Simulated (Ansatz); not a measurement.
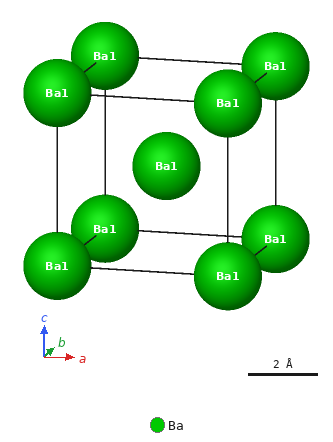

*The structure as given in the input (spheres-only view of the cell 2 times as large as that of the calculation, set on its symmetry axes, seen slightly off an axis; atoms are numbered from 1 in the order of the input).*

Ba: single-point calculation

The run: single-point calculation of Ba (1 atom in the cell). Method and program: DFT PBEsol, scalar-relativistic, plane waves, PAW, no spin polarisation (Ansatz 0.2.0).

The structure derives from an entry of the Crystallography Open Database. It belongs to a series of runs on one base structure; here: functional PBEsol, a random strain and shift of atoms within the space group. Figures and captions count atoms from 1; the log counts them from 0 in places.

Input file:
```yaml
crystal:
  lattice:
    - [-2.585175, 2.585175, 2.585175]
    - [2.585175, -2.585175, 2.585175]
    - [2.585175, 2.585175, -2.585175]
  atoms:
    - { symbol: Ba, position: [0.0, 0.0, 0.0] }
basis:
  ecutwfc: 420
kpoints:
  mp_grid: { grid: [12, 12, 12] }
hamiltonian:
  xc: pbesol
scf:
  occupations: { method: gaussian, width: 0.1 }
output:
  forces: true
  stress: true
  eigenvalues: true
  write_density: true
  write_potential: true
  elf: true
  volumetric_format: npy
```

Hardware: 1 thread of an Arm (aarch64) CPU, shared host.

Launched with:
```bash
ansatz run input.yaml --threads 1 --pin off --max-ram 1331MiB --backend cpu --events-out ev --progress --plain --runs-dir out
```

The program's output:
```
Engine: ansatz 0.2.0, aarch64-unknown-linux-gnu
Pseudopotentials: kind: paw
Pseudopotential: Ba, paw, valence charge 10, recommended cutoff 420 eV (normal), Ba.paw.azcp
Functional definition: PBEsol
  exchange = pbesol_x
  correlation = pbesol_c
Crystal: 1 atoms, lattice volume = 69.108 Å³
Basis set: ecut = 420 eV, 1409 PW (Γ), exchange–correlation on 60×60×60 points (8 copies of the dense FFT grid, shifted against one another)
Bands: 9, of which v1, the nominal top of the filled ones, is band 5 counted from 1 (4 counted from 0)
Symmetry: 48 space group operations
Space group: Im-3m (ITA 229), of the structure as read, at distance tolerance 4.1e-5 Å
k-points: 72 of 1728
Non-local potential: Ba, projectors of the file, l = 0: 3, l = 1: 2, l = 2: 2, l = 3: 2
PAW form: soft (Blöchl's): semilocal exchange-correlation on the pseudo side does not see the compensation charge
PAW frozen core: Ba, regenerated for the run's functional, and the local potential with it (the file was generated under x = pbe(κ = 0.804, μ = 0.2195149727645171), c = pbe(β = 0.06672455060314922))
PAW one-centre angular grid: Ba, 194 points (default); XC on 64 Gauss nodes
Initial density: superposition of atomic densities (neutral atoms: chi_scale 0, normalization atom), corrected by the library's trained network
Initial wavefunctions: pseudopotential atomic-orbital guess
Functional: x = pbesol(κ = 0.804, μ = 0.12345679012345678), c = pbesol(β = 0.046)
SCF iter   1: F=—  HF=-5862.564871 eV  |F-HF|=—  |Δ(HF+E_count)|=         —  Δρ=1.46e-3  dr2=1.18e-3  ethr=1.77e-3  ⟨swp⟩=7.4  Hψ=6303  notcnv=0
preconditioner: auto → Kerker (q_TF=auto, 1.977 Å⁻¹)  [metal: Δε(μ)=0.067 eV  Ē_g=2.658 eV  σ=0.100 eV  W_gap=0.36  n_scr=12 (ndim 8)  ℏωp=6.3 eV  f_vac=0.000  D(μ)=1.22/eV (n_scr^D=12)]
SCF iter   2: F=—  HF=-5862.565075 eV  |F-HF|=—  |Δ(HF+E_count)|=   2.05e-4  Δρ=8.93e-4  dr2=5.00e-4  ethr=1.18e-5  ⟨swp⟩=2.4  Hψ=1486  notcnv=0
SCF iter   3: F=—  HF=-5862.565132 eV  |F-HF|=—  |Δ(HF+E_count)|=   5.63e-5  Δρ=1.29e-4  dr2=1.56e-5  ethr=5.00e-6  ⟨swp⟩=1.9  Hψ=722  notcnv=0
SCF iter   4: F=—  HF=-5862.565137 eV  |F-HF|=—  |Δ(HF+E_count)|=   5.22e-6  Δρ=3.42e-5  dr2=5.50e-7  ethr=1.56e-7  ⟨swp⟩=2.1  Hψ=943  notcnv=0
iter 5 did not close the SCF: its close was put off for the readings that it lacked (scf_convergence_deferred on its scf_iter line)
SCF iter   5: F=-5862.565137 eV  HF=-5862.565137 eV  |F-HF|=2.68e-8  |Δ(HF+E_count)|=   5.14e-7  Δρ=6.77e-6  dr2=2.56e-8  ethr=5.50e-9  ⟨swp⟩=2.8  Hψ=981  notcnv=0
SCF iter   6: F=-5862.565137 eV  HF=-5862.565137 eV  |F-HF|=5.59e-10  |Δ(HF+E_count)|=   2.83e-8  Δρ=8.35e-7  dr2=4.67e-10  ethr=2.56e-10  ⟨swp⟩=6.1  Hψ=3555  notcnv=0
SCF 1 converged in 6 iterations: F = -5862.565137 eV  dr2 = 4.67e-10
  greatest PAW one-centre occupation: 0.959 electrons in one spin orbital (limit 2), on the Ba atom at site 0 (counted from 0), in its partial waves of l = 0
SCF converged after 6 iterations
Free energy (F): -5862.565137 eV
Harris-Foulkes:  -5862.565137 eV  (|F-HF|=5.59e-10)
Internal energy: -5862.558973 eV  (E = F + TS)
E sigma→0 (E₀):  -5862.562055 eV
Entropy (-TS):   -0.006165 eV (-6.165 meV/atom)
Fermi energy:    5.062497 eV
--- Per-component energies (eV) ---
  E_band       = -93.716209
  E_kinetic    = 165.613304
  E_local      = -401.571068  (includes V_loc(G=0)·N_el)
  E_nonlocal   = 58.294303
  E_hartree    = 126.734521
  E_xc         = -164.594568
  E_vxc        = -132.603429  (∫ρ·V_xc dr)
  E_paw        = -5140.415869  (= ΣΔE_a)
  E_vpaw       = -36.918382  (= ΣTr[D̂ρ^β])
  E_aug_tail   = -0.000002  (compensation charges beyond the density's cutoff)
  E_ewald      = -506.771026
  E_core_change = 0.151433  (= ΣΔE_core)
  E_smearing   = -0.006165  (= −TS)
  E_closure    = 0.000000  (closes the sum)
  Σ components = -5862.565137   (vs F -5862.565137, Δ=0.00e0)
--- Forces (eV/Å), atoms counted from 1 ---
  atom   1  Ba     0.00000000    -0.00000000     0.00000000
  max |Σ_I F_I| component: 1.16e-32 eV/Å
--- Stress (GPa, compression-positive) ---
       -1.239650       0.000000      -0.000000
        0.000000      -1.239650       0.000000
        0.000000       0.000000      -1.239650
  P = ⅓ Tr σ = -1.2397 GPa (-12.397 kbar)
--- Band table (eV; the first three rows and the last of 72) ---
  k-point 0: bands = ["-23.9580", "-8.9266", "-8.9266", "-8.9266", "2.3593", "6.7800", "6.7800", "6.7800", "8.0910"]
  k-point 1: bands = ["-23.9561", "-8.9509", "-8.9342", "-8.9266", "2.4764", "6.6806", "6.7221", "6.8931", "7.9152"]
  k-point 2: bands = ["-23.9508", "-9.0163", "-8.9551", "-8.9269", "2.8082", "6.4441", "6.4839", "7.2266", "7.7571"]
  k-point 71: bands = ["-23.9076", "-9.1681", "-9.1681", "-9.1681", "4.6539", "4.6539", "8.7271", "8.7271", "8.7271"]
```

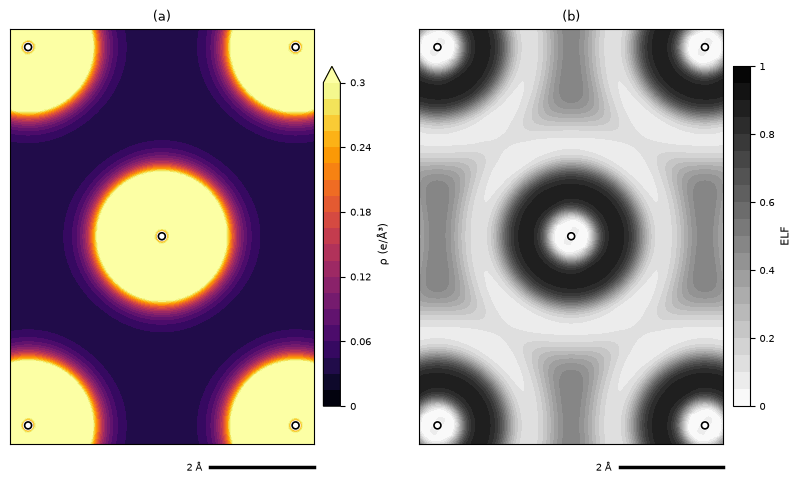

*(a) valence electron density; (b) electron localisation function on the (11̄0) plane of the conventional cell. Circles mark the nuclei in the plane (Ba).*

The section cuts through Ba sites. Ba–Ba (4.48 Å): the density is about 0.03 e/Å³ at the midpoint; the ELF is about 0.10 at the midpoint (no localised pair between them). Away from the nuclei the density in this plane falls to 0.03 e/Å³ at its lowest. The strong features right at Ba lie inside the PAW spheres (semicore, d or f shells) and say nothing about bonding. The fields are those of the smooth PAW valence density.

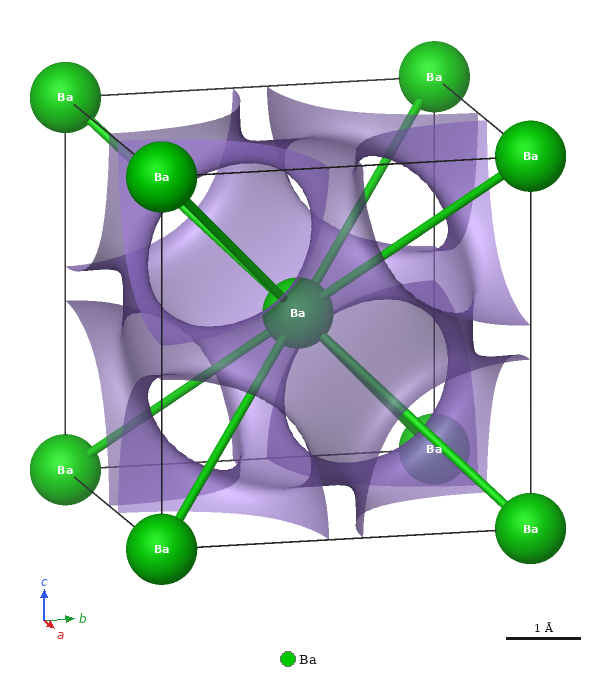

*Isosurface of the electron localisation function at 0.4 (purple), seen slightly off an axis. Core shells and regions of very low density are left out. Sticks mark near contacts. The outline is the cell set on symmetry axes.*

The ELF exceeds this value in one network that runs through the whole crystal, counted in one cell of 2 atoms. Along the contacts the grid gives the following. Ba–Ba (4.48 Å): the ELF is about 0.10 at the midpoint (no shared electron pair).

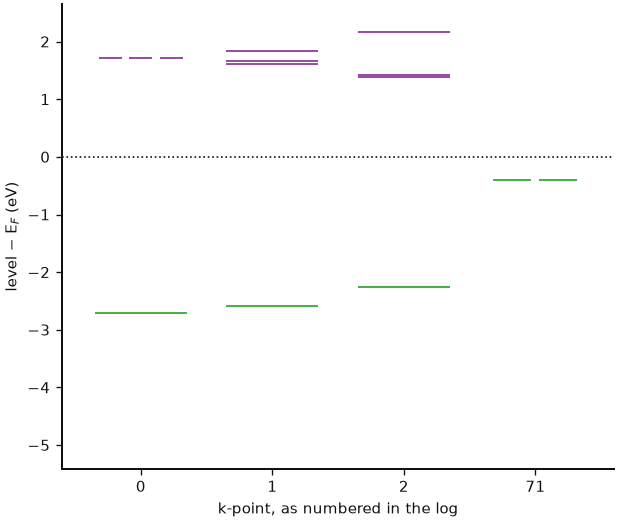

*Kohn–Sham levels near the Fermi level (dotted) at the few k-points that the log prints; levels within 0.02 eV of each other stand side by side.*

The system is metallic on the full mesh.

Summary:

```csv
quantity,value
outcome,converged
space group (tolerance 0.01 Å),Im-3m (229)
electrons treated,10
free energy,−5862.5651 eV
Fermi energy,5.062 eV
gap on the k-point mesh,none (metallic)
pressure,−1.24 GPa
largest force (length of the vector),under 0.001 eV/Å
wall time,4.7 s
peak memory,0.32 GiB
```
